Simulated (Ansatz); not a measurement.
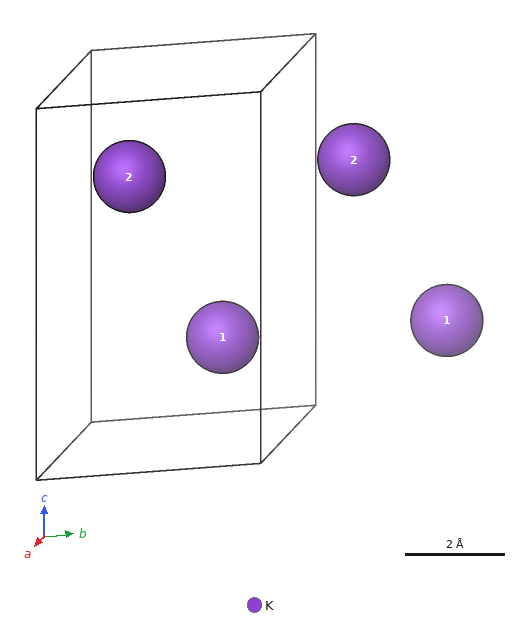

The input geometry (ball-and-stick view of the cell of the calculation, repeated 1 × 2 × 1, seen slightly off an axis; atoms are numbered from 1 in the order of the input).

**Run report: K, geometry relaxation**

K (2 atoms in the cell), computed with DFT PBE+D3(BJ), scalar-relativistic, plane waves, PAW, no spin polarisation (Ansatz 0.2.0).

The structure derives from a Materials Project entry. Figures and captions count atoms from 1; the log counts them from 0 in places.

**Input file**
```yaml
crystal:
  lattice:
    - [4.7623960204, 0.0, 0.0]
    - [-2.3811980102, 4.1243559365, 0.0]
    - [0.0, 0.0, 7.82997132]
  atoms:
    - { symbol: K, position: [0.33333333, 0.66666667, 0.25] }
    - { symbol: K, position: [0.66666667, 0.33333333, 0.75] }
basis:
  ecutwfc: 420
kpoints:
  mp_grid: { grid: [12, 12, 6] }
hamiltonian:
  xc: pbe
  dispersion: d3bj
scf:
  occupations: { method: gaussian, width: 0.1 }
output:
  forces: true
  stress: true
  eigenvalues: true
  write_density: true
  write_potential: true
  elf: true
  volumetric_format: npy
relax:
  adjacent_minimum: "off"
  f_tol: 0.005
  max_steps: 80
  cell: { stress_tol: 0.05 }
```

Machine: 1 thread of Intel Xeon @ 2.90GHz (Ice Lake), 128 GiB of memory available, shared host.

Launch command:
```bash
ansatz run input.yaml --threads 1 --pin off --max-ram 2560MiB --backend cpu --events-out ev --progress --plain --runs-dir out
```

**The program's output**
```
Engine: ansatz 0.2.0, x86_64-unknown-linux-gnu
Pseudopotentials: kind: paw
Pseudopotential: K, paw, valence charge 9, recommended cutoff 420 eV (normal), K.paw.azcp
Functional definition: PBE
  parameter kappa = 0.804
  parameter beta = 0.06672455060314922
  exchange = pbe_x(kappa = kappa, mu = beta*pi^2/3)
  correlation = pbe_c(beta = beta)
Crystal: 2 atoms, lattice volume = 153.795 Å³
Basis set: ecut = 420 eV, 3009 PW (Γ), exchange–correlation on 64×64×108 points (8 copies of the dense FFT grid, shifted against one another)
Bands: 13, of which v1, the nominal top of the filled ones, is band 9 counted from 1 (8 counted from 0)
Symmetry: 24 space group operations
Space group: P63/mmc (ITA 194), of the structure as read, at distance tolerance 5.4e-5 Å
k-points: 76 of 864
Non-local potential: K, projectors of the file, l = 0: 3, l = 1: 2, l = 2: 2
PAW form: soft (Blöchl's): semilocal exchange-correlation on the pseudo side does not see the compensation charge
PAW one-centre angular grid: K, 110 points (default); XC on 64 Gauss nodes
Initial density: superposition of atomic densities (neutral atoms: chi_scale 0, normalization atom), corrected by the library's trained network
Initial wavefunctions: pseudopotential atomic-orbital guess
Functional: x = pbe(κ = 0.804, μ = 0.2195149727645171), c = pbe(β = 0.06672455060314922)
SCF iter   1: F=—  HF=-3075.788189 eV  |F-HF|=—  |Δ(HF+E_count)|=         —  Δρ=3.36e-4  dr2=2.00e-4  ethr=1.77e-3  ⟨swp⟩=6.4  Hψ=6582  notcnv=0
preconditioner: auto → Kerker (q_TF=auto, 1.908 Å⁻¹)  [metal: Δε(μ)=0.024 eV  Ē_g=2.565 eV  σ=0.100 eV  W_gap=0.13  n_scr=22 (ndim 8)  ℏωp=4.2 eV  f_vac=0.000  D(μ)=1.53/eV (n_scr^D=2)]
SCF iter   2: F=—  HF=-3075.787472 eV  |F-HF|=—  |Δ(HF+E_count)|=   7.17e-4  Δρ=2.38e-4  dr2=1.52e-4  ethr=1.11e-6  ⟨swp⟩=2.0  Hψ=2244  notcnv=0
SCF iter   3: F=—  HF=-3075.787627 eV  |F-HF|=—  |Δ(HF+E_count)|=   1.55e-4  Δρ=1.36e-4  dr2=4.32e-5  ethr=8.44e-7  ⟨swp⟩=2.0  Hψ=1513  notcnv=0
SCF iter   4: F=—  HF=-3075.787653 eV  |F-HF|=—  |Δ(HF+E_count)|=   2.57e-5  Δρ=1.08e-4  dr2=2.03e-5  ethr=2.40e-7  ⟨swp⟩=1.7  Hψ=1057  notcnv=0
SCF iter   5: F=—  HF=-3075.787652 eV  |F-HF|=—  |Δ(HF+E_count)|=   1.23e-6  Δρ=1.77e-5  dr2=7.38e-7  ethr=1.13e-7  ⟨swp⟩=2.1  Hψ=1581  notcnv=0
SCF iter   6: F=-3075.787652 eV  HF=-3075.787652 eV  |F-HF|=1.72e-10  |Δ(HF+E_count)|=   3.40e-7  Δρ=5.92e-6  dr2=4.75e-8  ethr=5.56e-10  ⟨swp⟩=6.8  Hψ=6228  notcnv=0
SCF 1 converged in 6 iterations: F = -3075.787652 eV  dr2 = 4.75e-8
  greatest PAW one-centre occupation: 0.988 electrons in one spin orbital (limit 2), on the K atom at site 1 (counted from 0), in its partial waves of l = 0
relax step   1: F+E_penalty+E_count = -3075.78765201 eV  Δ(F+E_penalty+E_count) = +0.000e0 eV  max|allowed force component| = 1.156e-18 eV/Å  Δτ_max = 0.0000 Å  P = -0.361 GPa  Ω = 153.795 Å³  (6 SCF iters, dr2 threshold 1.00e-7 eV, accepted)
Crystal: 2 atoms, lattice volume = 151.927 Å³
Basis set: ecut = 420 eV, 2973 PW (Γ), exchange–correlation on 64×64×108 points (8 copies of the dense FFT grid, shifted against one another)
Initial density: handed on by an earlier stage of this run
Initial wavefunctions: those handed on with the density
iter 1 solved again at ethr=4.34e-8 eV; its pass at ethr=3.10e-3 eV (dr2=7.81e-6 eV) is discarded
SCF iter   1: F=—  HF=-3075.791671 eV  |F-HF|=—  |Δ(HF+E_count)|=         —  Δρ=3.00e-5  dr2=3.89e-6  ethr=4.34e-8  ⟨swp⟩=3.8  Hψ=8338  notcnv=0
preconditioner: auto → Kerker (q_TF=auto, 1.912 Å⁻¹)  [metal: Δε(μ)=0.024 eV  Ē_g=2.578 eV  σ=0.100 eV  W_gap=0.13  n_scr=22 (ndim 8)  ℏωp=4.3 eV  f_vac=0.000  D(μ)=1.53/eV (n_scr^D=2)]
SCF iter   2: F=—  HF=-3075.791679 eV  |F-HF|=—  |Δ(HF+E_count)|=   7.30e-6  Δρ=2.08e-5  dr2=1.97e-6  ethr=2.16e-8  ⟨swp⟩=1.0  Hψ=988  notcnv=0
SCF iter   3: F=-3075.791678 eV  HF=-3075.791678 eV  |F-HF|=5.24e-9  |Δ(HF+E_count)|=   2.50e-7  Δρ=6.09e-6  dr2=1.58e-7  ethr=1.11e-9  ⟨swp⟩=5.8  Hψ=5842  notcnv=0
SCF 2 converged in 3 iterations: F = -3075.791678 eV  dr2 = 1.58e-7
relax step   2: F+E_penalty+E_count = -3075.79167832 eV  Δ(F+E_penalty+E_count) = -4.026e-3 eV  max|allowed force component| = 4.048e-18 eV/Å  Δτ_max = 0.0000 Å  P = -0.327 GPa  Ω = 151.927 Å³  energy of the carried Pulay correction = +3.302e-6 eV  (3 SCF iters, dr2 threshold 2.00e-7 eV, accepted)
Crystal: 2 atoms, lattice volume = 135.991 Å³
Basis set: ecut = 420 eV, 2671 PW (Γ), exchange–correlation on 64×64×108 points (8 copies of the dense FFT grid, shifted against one another)
iter 1 solved again at ethr=2.14e-6 eV; its pass at ethr=3.10e-3 eV (dr2=3.86e-4 eV) is discarded
SCF iter   1: F=—  HF=-3075.806506 eV  |F-HF|=—  |Δ(HF+E_count)|=         —  Δρ=3.27e-4  dr2=3.86e-4  ethr=2.14e-6  ⟨swp⟩=2.1  Hψ=8360  notcnv=0
preconditioner: auto → Kerker (q_TF=auto, 1.948 Å⁻¹)  [metal: Δε(μ)=0.025 eV  Ē_g=2.684 eV  σ=0.100 eV  W_gap=0.14  n_scr=22 (ndim 8)  ℏωp=4.5 eV  f_vac=0.000  D(μ)=1.48/eV (n_scr^D=2)]
SCF iter   2: F=—  HF=-3075.806458 eV  |F-HF|=—  |Δ(HF+E_count)|=   4.79e-5  Δρ=2.16e-4  dr2=1.81e-4  ethr=2.14e-6  ⟨swp⟩=1.0  Hψ=988  notcnv=0
SCF iter   3: F=—  HF=-3075.806411 eV  |F-HF|=—  |Δ(HF+E_count)|=   4.73e-5  Δρ=6.92e-5  dr2=1.92e-5  ethr=1.00e-6  ⟨swp⟩=2.0  Hψ=1425  notcnv=0
SCF iter   4: F=—  HF=-3075.806410 eV  |F-HF|=—  |Δ(HF+E_count)|=   1.21e-6  Δρ=2.18e-5  dr2=8.58e-7  ethr=1.07e-7  ⟨swp⟩=2.4  Hψ=1450  notcnv=0
SCF iter   5: F=-3075.806410 eV  HF=-3075.806410 eV  |F-HF|=4.09e-8  |Δ(HF+E_count)|=   5.10e-7  Δρ=4.98e-6  dr2=7.13e-8  ethr=1.11e-9  ⟨swp⟩=9.3  Hψ=7093  notcnv=0
SCF 3 converged in 5 iterations: F = -3075.806410 eV  dr2 = 7.13e-8
relax step   3: F+E_penalty+E_count = -3075.80641017 eV  Δ(F+E_penalty+E_count) = -1.473e-2 eV  max|allowed force component| = 4.048e-18 eV/Å  Δτ_max = 0.0000 Å  P = +0.068 GPa  Ω = 135.991 Å³  energy of the carried Pulay correction = +3.321e-5 eV  (5 SCF iters, dr2 threshold 2.00e-7 eV, accepted)
Crystal: 2 atoms, lattice volume = 138.472 Å³
Basis set: ecut = 420 eV, 2743 PW (Γ), exchange–correlation on 64×64×108 points (8 copies of the dense FFT grid, shifted against one another)
iter 1 solved again at ethr=7.54e-8 eV; its pass at ethr=3.10e-3 eV (dr2=1.36e-5 eV) is discarded
SCF iter   1: F=—  HF=-3075.806861 eV  |F-HF|=—  |Δ(HF+E_count)|=         —  Δρ=5.80e-5  dr2=1.28e-5  ethr=7.54e-8  ⟨swp⟩=3.3  Hψ=8344  notcnv=0
preconditioner: auto → Kerker (q_TF=auto, 1.942 Å⁻¹)  [metal: Δε(μ)=0.026 eV  Ē_g=2.665 eV  σ=0.100 eV  W_gap=0.15  n_scr=22 (ndim 8)  ℏωp=4.5 eV  f_vac=0.000  D(μ)=1.48/eV (n_scr^D=2)]
SCF iter   2: F=—  HF=-3075.806854 eV  |F-HF|=—  |Δ(HF+E_count)|=   7.30e-6  Δρ=3.94e-5  dr2=6.07e-6  ethr=7.12e-8  ⟨swp⟩=1.0  Hψ=988  notcnv=0
SCF iter   3: F=—  HF=-3075.806852 eV  |F-HF|=—  |Δ(HF+E_count)|=   1.60e-6  Δρ=1.20e-5  dr2=5.61e-7  ethr=3.37e-8  ⟨swp⟩=2.0  Hψ=1434  notcnv=0
SCF iter   4: F=—  HF=-3075.806852 eV  |F-HF|=—  |Δ(HF+E_count)|=   3.08e-8  Δρ=3.77e-6  dr2=2.35e-8  ethr=3.12e-9  ⟨swp⟩=2.2  Hψ=1440  notcnv=0
SCF iter   5: F=-3075.806852 eV  HF=-3075.806852 eV  |F-HF|=1.50e-9  |Δ(HF+E_count)|=   2.56e-8  Δρ=7.61e-7  dr2=1.71e-9  ethr=6.40e-11  ⟨swp⟩=6.6  Hψ=4498  notcnv=0
SCF 4 converged in 5 iterations: F = -3075.806852 eV  dr2 = 1.71e-9
relax step   4: F+E_penalty+E_count = -3075.80685204 eV  Δ(F+E_penalty+E_count) = -4.419e-4 eV  max|allowed force component| = 1.084e-18 eV/Å  Δτ_max = 0.0000 Å  P = -0.009 GPa  Ω = 138.472 Å³  energy of the carried Pulay correction = +2.834e-5 eV  (5 SCF iters, dr2 threshold 1.15e-8 eV, accepted)
Initial wavefunctions: pseudopotential atomic-orbital guess (no wavefunctions were taken with the density)
iter 1 solved again at ethr=2.10e-7 eV; its pass at ethr=3.10e-3 eV (dr2=3.79e-5 eV) is discarded
SCF iter   1: F=—  HF=-3075.806826 eV  |F-HF|=—  |Δ(HF+E_count)|=         —  Δρ=2.00e-5  dr2=6.92e-8  ethr=2.10e-7  ⟨swp⟩=3.5  Hψ=9329  notcnv=0
preconditioner: auto → Kerker (q_TF=auto, 1.942 Å⁻¹)  [metal: Δε(μ)=0.026 eV  Ē_g=2.666 eV  σ=0.100 eV  W_gap=0.15  n_scr=22 (ndim 8)  ℏωp=4.5 eV  f_vac=0.000  D(μ)=1.48/eV (n_scr^D=2)]
SCF iter   2: F=—  HF=-3075.806819 eV  |F-HF|=—  |Δ(HF+E_count)|=   6.71e-6  Δρ=1.01e-5  dr2=1.74e-8  ethr=3.85e-10  ⟨swp⟩=2.0  Hψ=1329  notcnv=0
SCF iter   3: F=—  HF=-3075.806820 eV  |F-HF|=—  |Δ(HF+E_count)|=   2.60e-8  Δρ=6.15e-7  dr2=3.74e-10  ethr=9.68e-11  ⟨swp⟩=2.6  Hψ=1676  notcnv=0
SCF iter   4: F=—  HF=-3075.806820 eV  |F-HF|=—  |Δ(HF+E_count)|=  7.41e-11  Δρ=3.58e-7  dr2=8.71e-11  ethr=2.08e-12  ⟨swp⟩=2.0  Hψ=1444  notcnv=0
SCF iter   5: F=—  HF=-3075.806820 eV  |F-HF|=—  |Δ(HF+E_count)|=  7.73e-12  Δρ=7.53e-8  dr2=2.38e-11  ethr=1.00e-12  ⟨swp⟩=1.0  Hψ=988  notcnv=0
SCF iter   6: F=-3075.806820 eV  HF=-3075.806820 eV  |F-HF|=2.27e-12  |Δ(HF+E_count)|=  6.37e-12  Δρ=2.85e-8  dr2=3.26e-12  ethr=1.00e-12  ⟨swp⟩=4.8  Hψ=3573  notcnv=0
SCF 5 converged in 6 iterations: F = -3075.806820 eV  dr2 = 3.26e-12
relax step   5: F+E_penalty+E_count = -3075.80681952 eV  Δ(F+E_penalty+E_count) = +3.253e-5 eV  max|allowed force component| = 1.156e-18 eV/Å  Δτ_max = 0.0000 Å  P = -0.009 GPa  Ω = 138.472 Å³  stress off target by 1.26e-2 GPa  SCF on the basis re-selected at this cell (its energy is not comparable with the rows above)  (6 SCF iters)
```

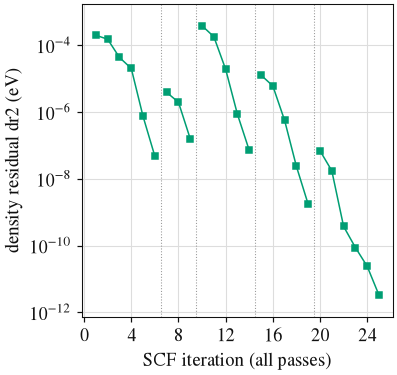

Convergence of the self-consistent field: density residual dr2 against the SCF iteration. The dotted lines part the SCF passes of the relaxation: geometry steps, rejected trials and re-solves on a re-selected basis. The 5 passes take 3 to 6 iterations each, 25 in all.

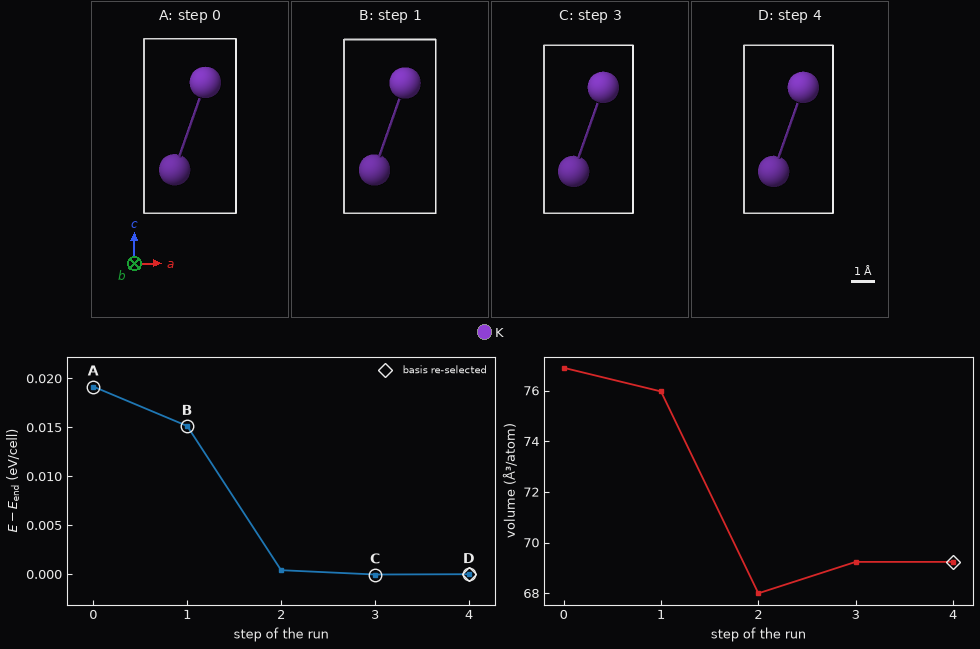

Frames of the relaxation (ball-and-stick view of the cell of the calculation, along the b axis) above the curves, on which the letters mark them (the first geometry is step 0 here and step 1 in the log).

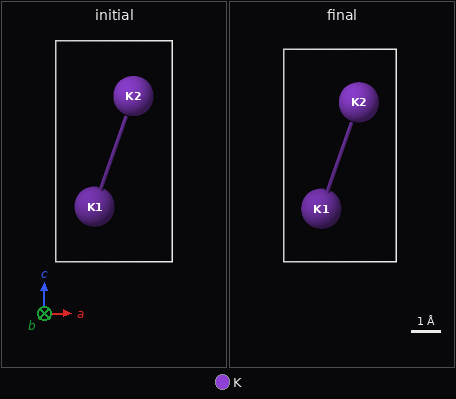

Before (left) and after (right) the relaxation, at one scale (ball-and-stick view of the cell of the calculation, along the b axis). No atom moves by more than 0.005 Å relative to the cell. The volume changes by −10.0 %, with a = b 4.762 → 4.607 Å (−3.3 %), c 7.830 → 7.534 Å (−3.8 %). Among the contacts that change: K1–K2 4.784 → 4.611 Å, K1–K1 4.762 → 4.607 Å. The space group stays P6_3/mmc (No. 194). After 3 geometry steps the energy has fallen by 19.2 meV per cell of the calculation. All forces vanish by symmetry, so only the cell relaxes. The pressure goes from −0.36 to −0.01 GPa. A last SCF at the same geometry on a re-selected plane-wave basis shifts the energy by +0.0 meV per cell of the calculation. (Atoms are counted from 1 in the order of the input.)

```
basis re-selected at this cell: Δ(F+E_penalty+E_count) = +3.253e-5 eV, ΔP = +0.000 GPa vs the last step (what re-selecting the basis moved, of the pressure what is left beyond the Pulay correction that the steps carried, after the strain that the cell walked since its last selection, with what the two solves' SCF thresholds leave and, on support functions, any second-order correction that the steps lacked; it is no measure of the basis error at this ecutwfc). This SCF's stress stands 1.26e-2 GPa from its target on what of the cell is left free (relax.cell.stress_tol is 5.00e-2 GPa) and its largest allowed force component is 1.16e-18 eV/Å (relax.f_tol is 5.00e-3 eV/Å): within both
SCF converged after 6 iterations
Free energy (F): -3075.806820 eV
Harris-Foulkes:  -3075.806820 eV  (|F-HF|=2.27e-12)
Internal energy: -3075.799399 eV  (E = F + TS)
E sigma→0 (E₀):  -3075.803109 eV
Entropy (-TS):   -0.007421 eV (-3.710 meV/atom)
Fermi energy:    1.994870 eV
--- Per-component energies (eV) ---
  E_band       = -280.601449
  E_kinetic    = 504.742096
  E_local      = -1481.741184  (includes V_loc(G=0)·N_el)
  E_nonlocal   = 25.959185
  E_hartree    = 527.316928
  E_xc         = -267.722565
  E_vxc        = -326.354568  (∫ρ·V_xc dr)
  E_paw        = -1563.732316  (= ΣΔE_a)
  E_vpaw       = -57.840821  (= ΣTr[D̂ρ^β])
  E_aug_tail   = -0.000006  (compensation charges beyond the density's cutoff)
  E_ewald      = -820.380924
  E_disp       = -0.240613  (pairwise vdW)
  E_smearing   = -0.007421  (= −TS)
  E_closure    = -0.000000  (closes the sum)
  Σ components = -3075.806820   (vs F -3075.806820, Δ=0.00e0)
--- Forces (eV/Å), atoms counted from 1 ---
  atom   1  K     -0.00000000     0.00000000     0.00000000
  atom   2  K     -0.00000000    -0.00000000     0.00000000
  max |Σ_I F_I| component: 8.67e-19 eV/Å
--- Stress (GPa, compression-positive) ---
       -0.006478       0.000000       0.000000
        0.000000      -0.006478       0.000000
        0.000000       0.000000      -0.012573
  P = ⅓ Tr σ = -0.0085 GPa (-0.085 kbar)
--- Band table (eV; the first three rows and the last of 76) ---
  k-point 0: bands = ["-30.0741", "-30.0692", "-13.6028", "-13.5322", "-13.5322", "-13.5209", "-13.5209", "-13.5206", "-0.2288", "2.3326", "2.5838", "6.1467", "6.1467"]
  k-point 1: bands = ["-30.0738", "-30.0695", "-13.5974", "-13.5314", "-13.5314", "-13.5262", "-13.5217", "-13.5217", "-0.1431", "1.7127", "3.2477", "6.0219", "6.1295"]
  k-point 2: bands = ["-30.0729", "-30.0704", "-13.5826", "-13.5414", "-13.5294", "-13.5294", "-13.5237", "-13.5237", "0.1098", "1.0616", "4.0323", "5.4994", "6.1249"]
  k-point 75: bands = ["-30.0679", "-30.0679", "-13.5864", "-13.5864", "-13.5703", "-13.5703", "-13.5361", "-13.5361", "3.2248", "3.2248", "3.3763", "3.3763", "3.7028"]
--- Relaxed structure (4 steps of the walk, 4 accepted, 1 SCFs on fresh bases) ---
  F+E_penalty+E_count = -3075.80681952 eV   max|allowed force component| = 1.156e-18 eV/Å   (the final SCF, on the basis selected at the relaxed cell)
  cell:  # Å, volume = 138.4718 Å³
    - [4.606751345686723, 0.0, 0.0]
    - [-2.3033756728433614, 3.98956369428285, 0.0]
    - [0.0, 0.0, 7.5342722667884905]
  atoms:
    - { symbol: K, position: [0.3333333333333333, 0.6666666666666666, 0.25] }
    - { symbol: K, position: [0.6666666666666665, 0.3333333333333333, 0.75] }
```

**Trajectory as extended XYZ (Å, eV, eV/Å), 5 frames, from step=1 to step=5**
```
2
Lattice="4.7624 0.0000 0.0000 -2.3812 4.1244 0.0000 0.0000 0.0000 7.8300" Properties=species:S:1:pos:R:3:forces:R:3 step=1 energy=-3075.78765 pressure_GPa=-0.36
K     0.0000    2.7496    1.9575    0.0000   0.0000   0.0000
K     2.3812    1.3748    5.8725    0.0000   0.0000   0.0000
2
Lattice="4.7439 0.0000 0.0000 -2.3720 4.1084 0.0000 0.0000 0.0000 7.7953" Properties=species:S:1:pos:R:3:forces:R:3 step=2 energy=-3075.79168 pressure_GPa=-0.33
K     0.0000    2.7389    1.9488    0.0000   0.0000   0.0000
K     2.3720    1.3695    5.8464    0.0000   0.0000   0.0000
2
Lattice="4.5802 0.0000 0.0000 -2.2901 3.9666 0.0000 0.0000 0.0000 7.4853" Properties=species:S:1:pos:R:3:forces:R:3 step=3 energy=-3075.80641 pressure_GPa=0.07
K     0.0000    2.6444    1.8713    0.0000   0.0000   0.0000
K     2.2901    1.3222    5.6140    0.0000   0.0000   0.0000
2
Lattice="4.6068 0.0000 0.0000 -2.3034 3.9896 0.0000 0.0000 0.0000 7.5343" Properties=species:S:1:pos:R:3:forces:R:3 step=4 energy=-3075.80685 pressure_GPa=-0.01
K     0.0000    2.6597    1.8836    0.0000   0.0000   0.0000
K     2.3034    1.3299    5.6507    0.0000   0.0000   0.0000
2
Lattice="4.6068 0.0000 0.0000 -2.3034 3.9896 0.0000 0.0000 0.0000 7.5343" Properties=species:S:1:pos:R:3:forces:R:3 step=5 energy=-3075.80682 pressure_GPa=-0.01
K     0.0000    2.6597    1.8836    0.0000   0.0000   0.0000
K     2.3034    1.3299    5.6507    0.0000   0.0000   0.0000
```

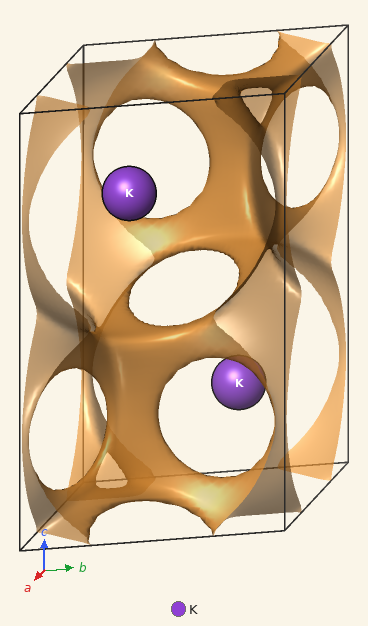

Isosurface of the ELF at 0.4 (orange), seen slightly off an axis. Only the valence region is drawn (cores and ρ < 0.01 e/Å³ removed). Sticks mark near contacts. The outline is the cell set on symmetry axes. Profiles from the grid: In a PAW calculation such maps are meaningful between the atoms, not at the nuclei.

**Results in brief**

| quantity | value |
| --- | --- |
| outcome | converged |
| space group (tolerance 0.01 Å) | P6₃/mmc (194) |
| electrons treated | 18 |
| free energy | −3075.8068 eV |
| Fermi energy | 1.995 eV |
| gap on the k-point mesh | none (metallic) |
| pressure | −0.01 GPa |
| final volume | 138.47 Å³ |
| largest force (length of the vector) at the end | under 0.001 eV/Å |
| final cell | a = 4.607 Å, b = 4.607 Å, c = 7.534 Å, α = 90.00°, β = 90.00°, γ = 120.00° |
| wall time | 32 s |
| peak memory | 0.54 GiB |
